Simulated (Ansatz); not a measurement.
Run report: Ti3Al, geometry relaxation (part 1 of 2)

The run: geometry relaxation of Ti3Al (P-6m2, 4 atoms in the cell). Method and program: DFT PBE, scalar-relativistic, plane waves, PAW, no spin polarisation (Ansatz 0.2.0).

The structure derives from a Materials Project entry.

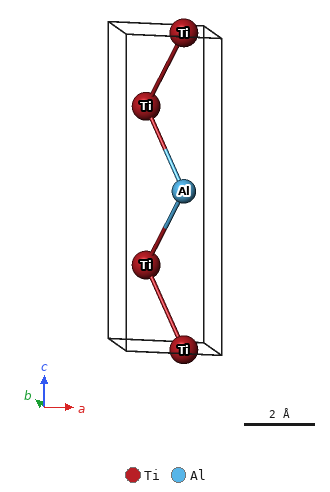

Fig. 1: The input geometry (ball-and-stick view of the cell of the calculation, seen slightly off an axis). Near neighbours in the crystal (not all of them lie inside the picture): Ti has 12 Ti at 2.86 to 2.93 Å; Ti has 3 Al at 2.86 Å and 9 Ti at 2.86 to 2.93 Å; Al has 6 Al at 2.93 Å and 6 Ti at 2.86 Å.

Input file
```yaml
crystal:
  lattice:
    - [2.9275422229, 0.0, 0.0]
    - [-1.4637711114, 2.5353259357, 0.0]
    - [0.0, 0.0, 9.226362]
  atoms:
    - { symbol: Ti, position: [0.66666667, 0.33333333, 0.0] }
    - { symbol: Ti, position: [0.33333333, 0.66666667, 0.750594] }
    - { symbol: Ti, position: [0.33333333, 0.66666667, 0.249406] }
    - { symbol: Al, position: [0.66666667, 0.33333333, 0.5] }
basis:
  ecutwfc: 520.0
kpoints:
  mp_grid: { grid: [18, 18, 6] }
hamiltonian:
  xc: pbe
scf:
  occupations: { method: gaussian, width: 0.1 }
output:
  forces: true
  stress: true
  eigenvalues: true
  write_density: true
  write_potential: true
  elf: true
  volumetric_format: npy
relax:
  adjacent_minimum: "off"
  f_tol: 0.005
  max_steps: 80
  cell: { stress_tol: 0.05 }
```

Machine: 4 threads of Arm Neoverse V1, 24 GiB of memory available, shared host.

Run as:
```bash
ansatz run input.yaml --threads 4 --pin off --max-ram 8192MiB --backend cpu --events-out ev --progress --plain --runs-dir out
```

Output
```
Engine: ansatz 0.2.0, aarch64-unknown-linux-gnu
Pseudopotentials: kind: paw
Pseudopotential: Ti, paw, valence charge 12, recommended cutoff 420 eV (normal), Ti.paw.azcp
Pseudopotential: Al, paw, valence charge 3, recommended cutoff 420 eV (normal), Al.paw.azcp
Functional definition: PBE
  parameter kappa = 0.804
  parameter beta = 0.06672455060314922
  exchange = pbe_x(kappa = kappa, mu = beta*pi^2/3)
  correlation = pbe_c(beta = beta)
Crystal: 4 atoms, lattice volume = 68.481 Å³
Basis set: ecut = 520 eV, 1907 PW (Γ), exchange–correlation on 48×48×144 points (8 copies of the dense FFT grid, shifted against one another)
Bands: 24, of which v1, the nominal top of the filled ones, is band 20 counted from 1 (19 counted from 0)
Symmetry: 12 space group operations
Space group: P-6m2 (ITA 187), of the structure as read, at distance tolerance 4.1e-5 Å
k-points: 148 of 1944 (time reversal used)
Non-local potential: Ti, projectors of the file, l = 0: 3, l = 1: 2, l = 2: 3, l = 3: 1
Non-local potential: Al, projectors of the file, l = 0: 2, l = 1: 2, l = 2: 1
PAW form: soft (Blöchl's): semilocal exchange-correlation on the pseudo side does not see the compensation charge
PAW one-centre angular grid: Ti, 590 points (default); XC on 64 Gauss nodes
PAW one-centre angular grid: Al, 110 points (default); XC on 64 Gauss nodes
Initial density: superposition of atomic densities (neutral atoms: chi_scale 0, normalization atom), corrected by the library's trained network
Initial wavefunctions: pseudopotential atomic-orbital guess
Functional: x = pbe(κ = 0.804, μ = 0.2195149727645171), c = pbe(β = 0.06672455060314922)
SCF iter   1: F=—  HF=-8037.039578 eV  |F-HF|=—  |Δ(HF+E_count)|=         —  Δρ=6.66e-3  dr2=7.59e-2  ethr=1.77e-3  ⟨swp⟩=5.1  Hψ=14881  notcnv=0
preconditioner: auto → Kerker (q_TF=auto, 2.484 Å⁻¹)  [metal: Δε(μ)=0.005 eV  Ē_g=2.925 eV  σ=0.100 eV  W_gap=0.03  n_scr=12 (ndim 8)  ℏωp=17.4 eV  f_vac=0.000  D(μ)=3.59/eV (n_scr^D=38)]
SCF iter   2: F=—  HF=-8037.034149 eV  |F-HF|=—  |Δ(HF+E_count)|=   5.43e-3  Δρ=2.92e-3  dr2=1.32e-2  ethr=1.95e-4  ⟨swp⟩=1.0  Hψ=4736  notcnv=0
SCF iter   3: F=—  HF=-8037.033375 eV  |F-HF|=—  |Δ(HF+E_count)|=   7.74e-4  Δρ=6.99e-4  dr2=3.05e-4  ethr=3.40e-5  ⟨swp⟩=1.2  Hψ=3564  notcnv=0
SCF iter   4: F=—  HF=-8037.033367 eV  |F-HF|=—  |Δ(HF+E_count)|=   7.15e-6  Δρ=1.16e-4  dr2=1.27e-5  ethr=7.83e-7  ⟨swp⟩=2.0  Hψ=4316  notcnv=0
SCF iter   5: F=—  HF=-8037.033328 eV  |F-HF|=—  |Δ(HF+E_count)|=   3.95e-5  Δρ=2.78e-5  dr2=9.46e-7  ethr=3.26e-8  ⟨swp⟩=2.1  Hψ=4757  notcnv=0
SCF iter   6: F=—  HF=-8037.033328 eV  |F-HF|=—  |Δ(HF+E_count)|=   8.19e-8  Δρ=6.66e-6  dr2=1.02e-7  ethr=2.56e-10  ⟨swp⟩=9.1  Hψ=22086  notcnv=0
SCF iter   7: F=-8037.033328 eV  HF=-8037.033328 eV  |F-HF|=1.04e-8  |Δ(HF+E_count)|=   1.18e-8  Δρ=2.66e-6  dr2=1.19e-8  ethr=2.56e-10  ⟨swp⟩=6.8  Hψ=17515  notcnv=0
SCF 1 converged in 7 iterations: F = -8037.033328 eV  dr2 = 1.19e-8
  greatest PAW one-centre occupation: 0.999 electrons in one spin orbital (limit 2), on the Ti atom at site 0 (counted from 0), in its partial waves of l = 0
relax step   1: F+E_penalty+E_count = -8037.03332786 eV  Δ(F+E_penalty+E_count) = +0.000e0 eV  max|allowed force component| = 1.238e-2 eV/Å  Δτ_max = 0.0000 Å  P = +0.250 GPa  Ω = 68.481 Å³  (7 SCF iters, dr2 threshold 1.00e-7 eV, accepted)
Crystal: 4 atoms, lattice volume = 68.813 Å³
Initial density: handed on by an earlier stage of this run
Initial wavefunctions: those handed on with the density
iter 1 solved again at ethr=1.18e-5 eV; its pass at ethr=3.10e-3 eV (dr2=4.62e-3 eV) is discarded
SCF iter   1: F=—  HF=-8037.033500 eV  |F-HF|=—  |Δ(HF+E_count)|=         —  Δρ=8.88e-4  dr2=4.59e-3  ethr=1.18e-5  ⟨swp⟩=1.0  Hψ=17976  notcnv=0
preconditioner: auto → Kerker (q_TF=auto, 2.482 Å⁻¹)  [metal: Δε(μ)=0.008 eV  Ē_g=2.899 eV  σ=0.100 eV  W_gap=0.05  n_scr=12 (ndim 8)  ℏωp=17.3 eV  f_vac=0.000  D(μ)=3.65/eV (n_scr^D=38)]
SCF iter   2: F=—  HF=-8037.033354 eV  |F-HF|=—  |Δ(HF+E_count)|=   1.46e-4  Δρ=3.73e-4  dr2=1.16e-3  ethr=1.18e-5  ⟨swp⟩=1.0  Hψ=3552  notcnv=0
SCF iter   3: F=—  HF=-8037.033286 eV  |F-HF|=—  |Δ(HF+E_count)|=   6.82e-5  Δρ=7.40e-5  dr2=3.37e-5  ethr=2.98e-6  ⟨swp⟩=1.1  Hψ=3561  notcnv=0
SCF iter   4: F=—  HF=-8037.033235 eV  |F-HF|=—  |Δ(HF+E_count)|=   5.08e-5  Δρ=1.92e-5  dr2=2.87e-7  ethr=8.65e-8  ⟨swp⟩=2.0  Hψ=4396  notcnv=0
iter 5 did not close the SCF: its close was put off for the readings that it lacked (scf_convergence_deferred on its scf_iter line)
SCF iter   5: F=-8037.033235 eV  HF=-8037.033235 eV  |F-HF|=4.01e-8  |Δ(HF+E_count)|=   4.87e-8  Δρ=7.29e-6  dr2=4.71e-8  ethr=7.36e-10  ⟨swp⟩=3.0  Hψ=6640  notcnv=0
SCF iter   6: F=-8037.033235 eV  HF=-8037.033235 eV  |F-HF|=2.71e-9  |Δ(HF+E_count)|=   1.09e-8  Δρ=2.12e-6  dr2=3.19e-9  ethr=1.21e-10  ⟨swp⟩=4.9  Hψ=18710  notcnv=0
SCF 2 converged in 6 iterations: F = -8037.033235 eV  dr2 = 3.19e-9
relax step   2: F+E_penalty+E_count = -8037.03323499 eV  Δ(F+E_penalty+E_count) = +9.287e-5 eV  max|allowed force component| = 1.690e-2 eV/Å  Δτ_max = 0.0031 Å  P = -0.286 GPa  Ω = 68.813 Å³  energy of the carried Pulay correction = -3.449e-5 eV  (6 SCF iters, dr2 threshold 1.68e-7 eV, rejected (line search))
Crystal: 4 atoms, lattice volume = 68.637 Å³
iter 1 solved again at ethr=4.07e-6 eV; its pass at ethr=3.10e-3 eV (dr2=1.59e-3 eV) is discarded
SCF iter   1: F=—  HF=-8037.033559 eV  |F-HF|=—  |Δ(HF+E_count)|=         —  Δρ=5.24e-4  dr2=1.59e-3  ethr=4.07e-6  ⟨swp⟩=1.0  Hψ=17866  notcnv=0
preconditioner: auto → Kerker (q_TF=auto, 2.483 Å⁻¹)  [metal: Δε(μ)=0.003 eV  Ē_g=2.901 eV  σ=0.100 eV  W_gap=0.02  n_scr=12 (ndim 8)  ℏωp=17.4 eV  f_vac=0.000  D(μ)=3.68/eV (n_scr^D=38)]
SCF iter   2: F=—  HF=-8037.033511 eV  |F-HF|=—  |Δ(HF+E_count)|=   4.80e-5  Δρ=2.20e-4  dr2=4.00e-4  ethr=4.07e-6  ⟨swp⟩=1.0  Hψ=3552  notcnv=0
SCF iter   3: F=—  HF=-8037.033488 eV  |F-HF|=—  |Δ(HF+E_count)|=   2.33e-5  Δρ=4.28e-5  dr2=1.15e-5  ethr=1.02e-6  ⟨swp⟩=1.0  Hψ=3557  notcnv=0
SCF iter   4: F=—  HF=-8037.033442 eV  |F-HF|=—  |Δ(HF+E_count)|=   4.62e-5  Δρ=1.10e-5  dr2=9.85e-8  ethr=2.94e-8  ⟨swp⟩=1.9  Hψ=4392  notcnv=0
SCF iter   5: F=—  HF=-8037.033448 eV  |F-HF|=—  |Δ(HF+E_count)|=   6.47e-6  Δρ=4.08e-6  dr2=1.57e-8  ethr=2.52e-10  ⟨swp⟩=3.0  Hψ=6527  notcnv=0
SCF iter   6: F=—  HF=-8037.033448 eV  |F-HF|=—  |Δ(HF+E_count)|=   3.40e-9  Δρ=1.23e-6  dr2=1.02e-9  ethr=4.03e-11  ⟨swp⟩=3.0  Hψ=6810  notcnv=0
SCF iter   7: F=—  HF=-8037.033448 eV  |F-HF|=—  |Δ(HF+E_count)|=  3.34e-10  Δρ=2.49e-7  dr2=8.60e-11  ethr=2.63e-12  ⟨swp⟩=2.1  Hψ=5805  notcnv=0
SCF iter   8: F=-8037.033448 eV  HF=-8037.033448 eV  |F-HF|=9.09e-13  |Δ(HF+E_count)|=  4.55e-12  Δρ=4.33e-8  dr2=2.49e-12  ethr=1.00e-12  ⟨swp⟩=4.8  Hψ=13538  notcnv=0
SCF 3 converged in 8 iterations: F = -8037.033448 eV  dr2 = 2.49e-12
relax step   3: F+E_penalty+E_count = -8037.03344843 eV  Δ(F+E_penalty+E_count) = -1.206e-4 eV  max|allowed force component| = 7.352e-4 eV/Å  Δτ_max = 0.0012 Å  P = -0.004 GPa  Ω = 68.637 Å³  energy of the carried Pulay correction = -1.623e-5 eV  (8 SCF iters, accepted)
Initial wavefunctions: pseudopotential atomic-orbital guess (no wavefunctions were taken with the density)
iter 1 solved again at ethr=1.84e-8 eV; its pass at ethr=3.10e-3 eV (dr2=7.16e-6 eV) is discarded
SCF iter   1: F=—  HF=-8037.033502 eV  |F-HF|=—  |Δ(HF+E_count)|=         —  Δρ=2.71e-5  dr2=9.00e-9  ethr=1.84e-8  ⟨swp⟩=3.2  Hψ=24037  notcnv=0
preconditioner: auto → Kerker (q_TF=auto, 2.483 Å⁻¹)  [metal: Δε(μ)=0.009 eV  Ē_g=2.903 eV  σ=0.100 eV  W_gap=0.05  n_scr=12 (ndim 8)  ℏωp=17.4 eV  f_vac=0.000  D(μ)=3.66/eV (n_scr^D=38)]
SCF iter   2: F=—  HF=-8037.033465 eV  |F-HF|=—  |Δ(HF+E_count)|=   3.75e-5  Δρ=1.37e-5  dr2=2.22e-9  ethr=2.31e-11  ⟨swp⟩=2.0  Hψ=6425  notcnv=0
iter 3 did not close the SCF: its close was put off for the readings that it lacked (scf_convergence_deferred on its scf_iter line)
SCF iter   3: F=-8037.033465 eV  HF=-8037.033465 eV  |F-HF|=1.12e-9  |Δ(HF+E_count)|=   3.33e-7  Δρ=8.43e-7  dr2=3.09e-11  ethr=5.68e-12  ⟨swp⟩=1.0  Hψ=3552  notcnv=0
iter 4 did not close the SCF: its close was put off for the readings that it lacked (scf_convergence_deferred on its scf_iter line)
SCF iter   4: F=-8037.033465 eV  HF=-8037.033465 eV  |F-HF|=1.82e-12  |Δ(HF+E_count)|=   1.13e-9  Δρ=1.15e-7  dr2=3.49e-12  ethr=1.00e-12  ⟨swp⟩=1.0  Hψ=3552  notcnv=0
iter 5 did not close the SCF: its close was put off for the readings that it lacked (scf_convergence_deferred on its scf_iter line)
SCF iter   5: F=-8037.033465 eV  HF=-8037.033465 eV  |F-HF|=1.82e-12  |Δ(HF+E_count)|=    0.00e0  Δρ=3.66e-8  dr2=3.64e-13  ethr=1.00e-12  ⟨swp⟩=1.0  Hψ=3552  notcnv=0
iter 6 did not close the SCF: its close was put off for the readings that it lacked (scf_convergence_deferred on its scf_iter line)
SCF iter   6: F=-8037.033465 eV  HF=-8037.033465 eV  |F-HF|=1.82e-12  |Δ(HF+E_count)|=    0.00e0  Δρ=7.84e-9  dr2=3.15e-14  ethr=1.00e-12  ⟨swp⟩=1.0  Hψ=3552  notcnv=0
SCF iter   7: F=-8037.033465 eV  HF=-8037.033465 eV  |F-HF|=2.73e-12  |Δ(HF+E_count)|=  9.09e-13  Δρ=3.02e-9  dr2=4.96e-15  ethr=1.00e-12  ⟨swp⟩=2.1  Hψ=10597  notcnv=0
SCF 4 converged in 7 iterations: F = -8037.033465 eV  dr2 = 4.96e-15
relax step   4: F+E_penalty+E_count = -8037.03346502 eV  Δ(F+E_penalty+E_count) = -1.660e-5 eV  max|allowed force component| = 7.385e-4 eV/Å  Δτ_max = 0.0000 Å  P = -0.004 GPa  Ω = 68.637 Å³  stress off target by 6.95e-3 GPa  SCF on the basis re-selected at this cell (its energy is not comparable with the rows above)  (7 SCF iters)
```

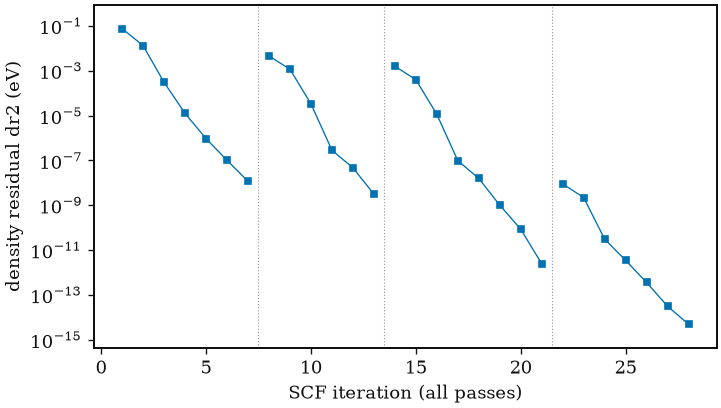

Fig. 2: Convergence of the self-consistent field: density residual dr2 against the SCF iteration. The dotted lines part the SCF passes of the relaxation: geometry steps, rejected trials and re-solves on a re-selected basis. The passes take 7, 6, 8 and 7 iterations.

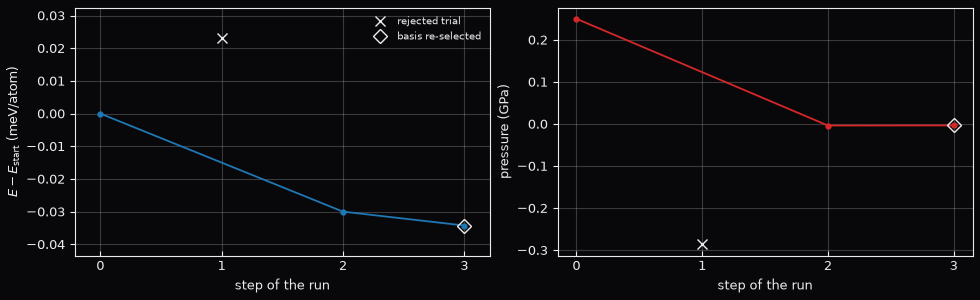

Fig. 3: Progress of the relaxation, step by step (the first geometry is step 0 here and step 1 in the log). No atom moves by more than 0.005 Å relative to the cell. The volume changes by +0.2 %, with a = b 2.928 → 2.930 Å (+0.1 %), c 9.226 → 9.232 Å (+0.1 %). The space group stays P-6m2 (No. 187). After 2 geometry steps the energy has fallen by next to nothing (0.0 meV per atom). The largest force component goes from 0.012 to 0.00074 eV/Å. The pressure goes from 0.25 to 0.00 GPa. The line search rejected the trial step at point 1 (counted from 0) and went back. A last SCF at the same geometry on a re-selected plane-wave basis shifts the energy by next to nothing (0.0 meV per atom).
